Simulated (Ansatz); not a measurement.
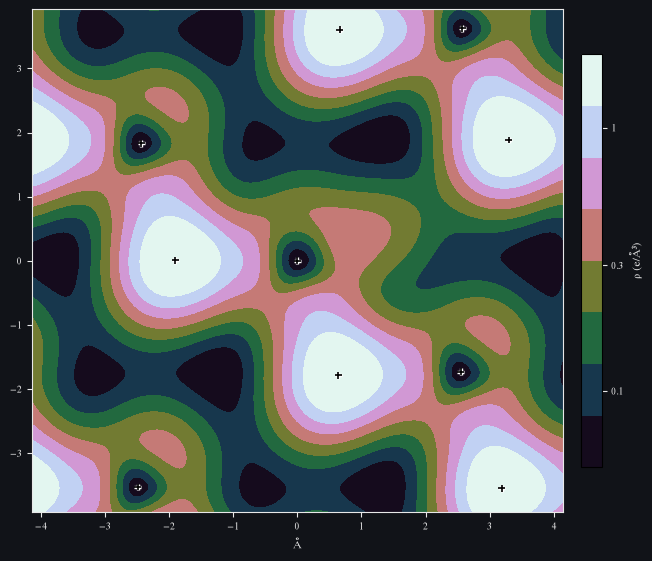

The valence pseudo-density on a plane through atoms (crosses mark nuclei in the plane).

Level of theory: DFT PBE, scalar-relativistic, plane waves, PAW (Ansatz).

Candidates:
A. AlP, a = 5.51 Å, b = 5.51 Å, c = 5.51 Å, α = 90.00°, β = 90.00°, γ = 90.00°. Space group F-43m.
B. CdH, a = 3.04 Å, b = 3.04 Å, c = 10.43 Å, α = 90.00°, β = 90.00°, γ = 120.00°. Space group R-3m; started from the CuPt (L1_1)_166 prototype, which need not be the ambient phase; computed without spin polarisation.
C. Si16C17 (cell with a defect), a = 7.59 Å, b = 7.59 Å, c = 7.59 Å, α = 109.47°, β = 109.47°, γ = 109.47°. 

Q: Which candidate gave the map?

A: Candidate C: Si16C17 on the (010) plane of the calculation cell, which holds Si and C. Si–C (1.90 Å): ρ at the midpoint is about 0.86 e/Å³.
